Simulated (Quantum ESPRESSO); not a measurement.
**Band-structure run of HfN (part 1 of 2)**

HfN (Fm-3m, 2 atoms in the cell), computed with Kohn-Sham DFT of a periodic cell, PBE, PseudoDojo 0.4.1 SR PBE standard, no spin polarisation (Quantum ESPRESSO 7.5).

The structure derives from an entry of the Crystallography Open Database.

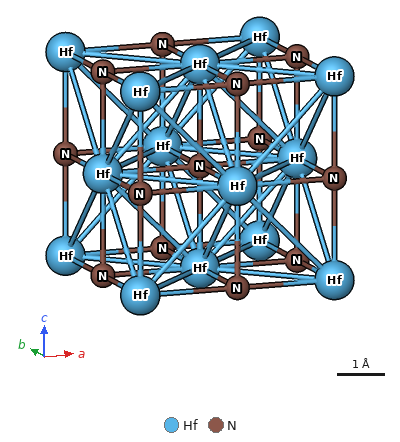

*The structure (ball-and-stick view of the cell 4 times as large as that of the calculation, set on its symmetry axes, seen slightly off an axis). An atom can appear more than once, as a periodic image.*

### Input file
```
&CONTROL
  calculation = 'scf'
  prefix = 'pwscf'
  outdir = './tmp'
  pseudo_dir = './pseudo'
  tprnfor = .true.
  tstress = .true.
  disk_io = 'low'
/
&SYSTEM
  ibrav = 0
  A = 3.1904658
  nat = 2
  ntyp = 2
  ecutwfc = 84
  nbnd = 15
  occupations = 'smearing'
  smearing = 'fd'
  degauss = 0.00367493
/
&ELECTRONS
  conv_thr = 4d-10
  electron_maxstep = 120
  mixing_beta = 0.5
/
ATOMIC_SPECIES
Hf   178.4900 Hf.upf
N     14.0070 N.upf
CELL_PARAMETERS alat
   0.0000000000    0.7071067805    0.7071067805
   0.7071067805    0.0000000000    0.7071067805
   0.7071067805    0.7071067805    0.0000000000
ATOMIC_POSITIONS alat
Hf     0.0000000000    0.0000000000    0.0000000000
N      0.7071067805    0.7071067805    0.7071067805
K_POINTS automatic
10 10 10 0 0 0
```

### File bands.in
```
&CONTROL
  calculation = 'bands'
  prefix = 'pwscf'
  outdir = './tmp'
  pseudo_dir = './pseudo'
  disk_io = 'low'
  verbosity = 'high'
/
&SYSTEM
  ibrav = 0
  A = 3.1904658
  nat = 2
  ntyp = 2
  ecutwfc = 84
  nbnd = 15
  occupations = 'smearing'
  smearing = 'fd'
  degauss = 0.00367493
/
&ELECTRONS
  conv_thr = 1d-08
  electron_maxstep = 120
  mixing_beta = 0.5
  diago_full_acc = .true.
  startingwfc = 'random'
/
ATOMIC_SPECIES
Hf   178.4900 Hf.upf
N     14.0070 N.upf
CELL_PARAMETERS alat
   0.0000000000    0.7071067805    0.7071067805
   0.7071067805    0.0000000000    0.7071067805
   0.7071067805    0.7071067805    0.0000000000
ATOMIC_POSITIONS alat
Hf     0.0000000000    0.0000000000    0.0000000000
N      0.7071067805    0.7071067805    0.7071067805
K_POINTS crystal
60
 0.0000000000  0.0000000000  0.0000000000 1
 0.0625000000  0.0000000000  0.0625000000 1
 0.1250000000  0.0000000000  0.1250000000 1
 0.1875000000  0.0000000000  0.1875000000 1
 0.2500000000  0.0000000000  0.2500000000 1
 0.3125000000  0.0000000000  0.3125000000 1
 0.3750000000  0.0000000000  0.3750000000 1
 0.4375000000  0.0000000000  0.4375000000 1
 0.5000000000  0.0000000000  0.5000000000 1
 0.5000000000  0.0625000000  0.5625000000 1
 0.5000000000  0.1250000000  0.6250000000 1
 0.5000000000  0.1875000000  0.6875000000 1
 0.5000000000  0.2500000000  0.7500000000 1
 0.4375000000  0.3125000000  0.7500000000 1
 0.3750000000  0.3750000000  0.7500000000 1
 0.3375000000  0.3375000000  0.6750000000 1
 0.3000000000  0.3000000000  0.6000000000 1
 0.2625000000  0.2625000000  0.5250000000 1
 0.2250000000  0.2250000000  0.4500000000 1
 0.1875000000  0.1875000000  0.3750000000 1
 0.1500000000  0.1500000000  0.3000000000 1
 0.1125000000  0.1125000000  0.2250000000 1
 0.0750000000  0.0750000000  0.1500000000 1
 0.0375000000  0.0375000000  0.0750000000 1
 0.0000000000  0.0000000000  0.0000000000 1
 0.0625000000  0.0625000000  0.0625000000 1
 0.1250000000  0.1250000000  0.1250000000 1
 0.1875000000  0.1875000000  0.1875000000 1
 0.2500000000  0.2500000000  0.2500000000 1
 0.3125000000  0.3125000000  0.3125000000 1
 0.3750000000  0.3750000000  0.3750000000 1
 0.4375000000  0.4375000000  0.4375000000 1
 0.5000000000  0.5000000000  0.5000000000 1
 0.5250000000  0.4500000000  0.5250000000 1
 0.5500000000  0.4000000000  0.5500000000 1
 0.5750000000  0.3500000000  0.5750000000 1
 0.6000000000  0.3000000000  0.6000000000 1
 0.6250000000  0.2500000000  0.6250000000 1
 0.5833333333  0.2500000000  0.6666666667 1
 0.5416666667  0.2500000000  0.7083333333 1
 0.5000000000  0.2500000000  0.7500000000 1
 0.5000000000  0.2857142857  0.7142857143 1
 0.5000000000  0.3214285714  0.6785714286 1
 0.5000000000  0.3571428571  0.6428571429 1
 0.5000000000  0.3928571429  0.6071428571 1
 0.5000000000  0.4285714286  0.5714285714 1
 0.5000000000  0.4642857143  0.5357142857 1
 0.5000000000  0.5000000000  0.5000000000 1
 0.4821428571  0.4821428571  0.5357142857 1
 0.4642857143  0.4642857143  0.5714285714 1
 0.4464285714  0.4464285714  0.6071428571 1
 0.4285714286  0.4285714286  0.6428571429 1
 0.4107142857  0.4107142857  0.6785714286 1
 0.3928571429  0.3928571429  0.7142857143 1
 0.3750000000  0.3750000000  0.7500000000 1
 0.6250000000  0.2500000000  0.6250000000 1
 0.5937500000  0.1875000000  0.5937500000 1
 0.5625000000  0.1250000000  0.5625000000 1
 0.5312500000  0.0625000000  0.5312500000 1
 0.5000000000  0.0000000000  0.5000000000 1
```

Run on 1 thread of Arm Neoverse V1, 24 GiB of memory available, shared host.

Launch command:
```bash
OMP_NUM_THREADS=1 pw.x -in pw.in > pw.out
OMP_NUM_THREADS=1 pw.x -in bands.in > bands.out
```

### Output
```
This program is part of the open-source Quantum ESPRESSO suite
     for quantum simulation of materials; please cite
         "P. Giannozzi et al., J. Phys.:Condens. Matter 21 395502 (2009);
         "P. Giannozzi et al., J. Phys.:Condens. Matter 29 465901 (2017);
         "P. Giannozzi et al., J. Chem. Phys. 152 154105 (2020);
          URL
     in publications or presentations arising from this work. More details at

     Message from routine setup:
     using ibrav=0 with symmetry is DISCOURAGED, use correct ibrav instead

     G-vector sticks info
     --------------------
     sticks:   dense  smooth     PW     G-vecs:    dense   smooth      PW
     Sum         847     847    253                16145    16145    2733

     Using Slab Decomposition

     bravais-lattice index     =            0
     lattice parameter (alat)  =       6.0291  a.u.
     unit-cell volume          =     154.9687 (a.u.)^3
     number of atoms/cell      =            2
     number of atomic types    =            2
     number of electrons       =        17.00
     number of Kohn-Sham states=           15
     kinetic-energy cutoff     =      84.0000  Ry
     charge density cutoff     =     336.0000  Ry
     scf convergence threshold =      4.0E-10
     mixing beta               =       0.5000
     number of iterations used =            8  plain     mixing
     Exchange-correlation= PBE
                           (   1   4   3   4   0   0   0)

     celldm(1)=   6.029107  celldm(2)=   0.000000  celldm(3)=   0.000000
     celldm(4)=   0.000000  celldm(5)=   0.000000  celldm(6)=   0.000000

     crystal axes: (cart. coord. in units of alat)
               a(1) = (   0.000000   0.707107   0.707107 )
               a(2) = (   0.707107   0.000000   0.707107 )
               a(3) = (   0.707107   0.707107   0.000000 )

     reciprocal axes: (cart. coord. in units 2 pi/alat)
               b(1) = ( -0.707107  0.707107  0.707107 )
               b(2) = (  0.707107 -0.707107  0.707107 )
               b(3) = (  0.707107  0.707107 -0.707107 )

     PseudoPot. # 1 for Hf read from file:
     Hf.upf
     Pseudo is Norm-conserving + core correction, Zval = 12.0
     Generated using ONCVPSP code by D. R. Hamann
     Using radial grid of 1656 points,  8 beta functions with:
                l(1) =   0
                l(2) =   0
                l(3) =   1
                l(4) =   1
                l(5) =   2
                l(6) =   2
                l(7) =   3
                l(8) =   3

     PseudoPot. # 2 for N  read from file:
     N.upf
     Pseudo is Norm-conserving + core correction, Zval =  5.0
     Generated using ONCVPSP code by D. R. Hamann
     Using radial grid of 1058 points,  4 beta functions with:
                l(1) =   0
                l(2) =   0
                l(3) =   1
                l(4) =   1

     atomic species   valence    mass     pseudopotential
     Hf               12.00   178.49000     Hf( 1.00)
     N                 5.00    14.00700     N ( 1.00)

     48 Sym. Ops., with inversion, found

   Cartesian axes

     site n.     atom                  positions (alat units)
         1        Hf     tau(   1) = (   0.0000000   0.0000000   0.0000000  )
         2        N      tau(   2) = (   0.7071068   0.7071068   0.7071068  )

     number of k points=    47  Fermi-Dirac smearing, width (Ry)=  0.0037
                       cart. coord. in units 2pi/alat
        k(    1) = (   0.0000000   0.0000000   0.0000000), wk =   0.0020000
        k(    2) = (   0.0707107   0.0707107  -0.0707107), wk =   0.0160000
        k(    3) = (   0.1414214   0.1414214  -0.1414214), wk =   0.0160000
        k(    4) = (   0.2121320   0.2121320  -0.2121320), wk =   0.0160000
        k(    5) = (   0.2828427   0.2828427  -0.2828427), wk =   0.0160000
        k(    6) = (  -0.3535534  -0.3535534   0.3535534), wk =   0.0080000
        k(    7) = (   0.1414214  -0.0000000   0.0000000), wk =   0.0120000
        k(    8) = (   0.2121320   0.0707107  -0.0707107), wk =   0.0480000
        k(    9) = (   0.2828427   0.1414214  -0.1414214), wk =   0.0480000
        k(   10) = (   0.3535534   0.2121320  -0.2121320), wk =   0.0480000
        k(   11) = (  -0.2828427  -0.4242641   0.4242641), wk =   0.0480000
        k(   12) = (  -0.2121320  -0.3535534   0.3535534), wk =   0.0480000
        k(   13) = (  -0.1414214  -0.2828427   0.2828427), wk =   0.0480000
        k(   14) = (  -0.0707107  -0.2121320   0.2121320), wk =   0.0480000
        k(   15) = (   0.0000000  -0.1414214   0.1414214), wk =   0.0240000
        k(   16) = (   0.2828427  -0.0000000   0.0000000), wk =   0.0120000
        k(   17) = (   0.3535534   0.0707107  -0.0707107), wk =   0.0480000
        k(   18) = (   0.4242641   0.1414214  -0.1414214), wk =   0.0480000
        k(   19) = (  -0.2121320  -0.4949747   0.4949747), wk =   0.0480000
        k(   20) = (  -0.1414214  -0.4242641   0.4242641), wk =   0.0480000
        k(   21) = (  -0.0707107  -0.3535534   0.3535534), wk =   0.0480000
        k(   22) = (   0.0000000  -0.2828427   0.2828427), wk =   0.0240000
        k(   23) = (   0.4242641   0.0000000  -0.0000000), wk =   0.0120000
        k(   24) = (   0.4949747   0.0707107  -0.0707107), wk =   0.0480000
        k(   25) = (  -0.1414214  -0.5656854   0.5656854), wk =   0.0480000
        k(   26) = (  -0.0707107  -0.4949747   0.4949747), wk =   0.0480000
        k(   27) = (  -0.0000000  -0.4242641   0.4242641), wk =   0.0240000
        k(   28) = (   0.5656854  -0.0000000   0.0000000), wk =   0.0120000
        k(   29) = (  -0.0707107  -0.6363961   0.6363961), wk =   0.0480000
        k(   30) = (   0.0000000  -0.5656854   0.5656854), wk =   0.0240000
        k(   31) = (  -0.7071068   0.0000000   0.0000000), wk =   0.0060000
        k(   32) = (   0.2828427   0.1414214   0.0000000), wk =   0.0480000
        k(   33) = (   0.3535534   0.2121320  -0.0707107), wk =   0.0960000
        k(   34) = (  -0.2828427  -0.4242641   0.5656854), wk =   0.0960000
        k(   35) = (  -0.2121320  -0.3535534   0.4949747), wk =   0.0480000
        k(   36) = (   0.4242641   0.1414214  -0.0000000), wk =   0.0480000
        k(   37) = (  -0.2121320  -0.4949747   0.6363961), wk =   0.0960000
        k(   38) = (  -0.1414214  -0.4242641   0.5656854), wk =   0.0960000
        k(   39) = (  -0.0707107  -0.3535534   0.4949747), wk =   0.0960000
        k(   40) = (   0.0000000  -0.2828427   0.4242641), wk =   0.0480000
        k(   41) = (  -0.1414214  -0.5656854   0.7071068), wk =   0.0480000
        k(   42) = (  -0.0707107  -0.4949747   0.6363961), wk =   0.0960000
        k(   43) = (   0.0000000  -0.4242641   0.5656854), wk =   0.0480000
        k(   44) = (  -0.7071068   0.1414214   0.0000000), wk =   0.0240000
        k(   45) = (  -0.1414214  -0.4242641   0.7071068), wk =   0.0480000
        k(   46) = (  -0.0707107  -0.3535534   0.6363961), wk =   0.0480000
        k(   47) = (  -0.7071068   0.2828427   0.0000000), wk =   0.0240000

     Dense  grid:    16145 G-vectors     FFT dimensions: (  36,  36,  36)

     Initial potential from superposition of free atoms

     starting charge      16.9981, renormalised to      17.0000
     Starting wfcs are   14 randomized atomic wfcs +    1 random wfcs

     Self-consistent Calculation

     iteration #  1     ecut=    84.00 Ry     beta= 0.50
     Davidson diagonalization with overlap
     ethr =  1.00E-02,  avg # of iterations =  4.3

     total energy              =    -133.62074522 Ry
     estimated scf accuracy    <       0.53672858 Ry

     iteration #  2     ecut=    84.00 Ry     beta= 0.50
     Davidson diagonalization with overlap
     ethr =  3.16E-03,  avg # of iterations =  2.0

     total energy              =    -133.77855069 Ry
     estimated scf accuracy    <       0.25193349 Ry

     iteration #  3     ecut=    84.00 Ry     beta= 0.50
     Davidson diagonalization with overlap
     ethr =  1.48E-03,  avg # of iterations =  1.3

     total energy              =    -133.82370845 Ry
     estimated scf accuracy    <       0.00338113 Ry

     iteration #  4     ecut=    84.00 Ry     beta= 0.50
     Davidson diagonalization with overlap
     ethr =  1.99E-05,  avg # of iterations =  3.2

     total energy              =    -133.82412900 Ry
     estimated scf accuracy    <       0.00297597 Ry

     iteration #  5     ecut=    84.00 Ry     beta= 0.50
     Davidson diagonalization with overlap
     ethr =  1.75E-05,  avg # of iterations =  1.0

     total energy              =    -133.82414093 Ry
     estimated scf accuracy    <       0.00023932 Ry

     iteration #  6     ecut=    84.00 Ry     beta= 0.50
     Davidson diagonalization with overlap
     ethr =  1.41E-06,  avg # of iterations =  2.0

     total energy              =    -133.82413694 Ry
     estimated scf accuracy    <       0.00005435 Ry

     iteration #  7     ecut=    84.00 Ry     beta= 0.50
     Davidson diagonalization with overlap
     ethr =  3.20E-07,  avg # of iterations =  1.4

     total energy              =    -133.82413205 Ry
     estimated scf accuracy    <       0.00001679 Ry

     iteration #  8     ecut=    84.00 Ry     beta= 0.50
     Davidson diagonalization with overlap
     ethr =  9.88E-08,  avg # of iterations =  2.0

     total energy              =    -133.82413357 Ry
     estimated scf accuracy    <       0.00000016 Ry

     iteration #  9     ecut=    84.00 Ry     beta= 0.50
     Davidson diagonalization with overlap
     ethr =  9.54E-10,  avg # of iterations =  2.8

     total energy              =    -133.82413364 Ry
     estimated scf accuracy    <       0.00000001 Ry

     iteration # 10     ecut=    84.00 Ry     beta= 0.50
     Davidson diagonalization with overlap
     ethr =  7.89E-11,  avg # of iterations =  1.6

     total energy              =    -133.82413362 Ry
     estimated scf accuracy    <       0.00000003 Ry

     iteration # 11     ecut=    84.00 Ry     beta= 0.50
     Davidson diagonalization with overlap
     ethr =  7.89E-11,  avg # of iterations =  2.0
```
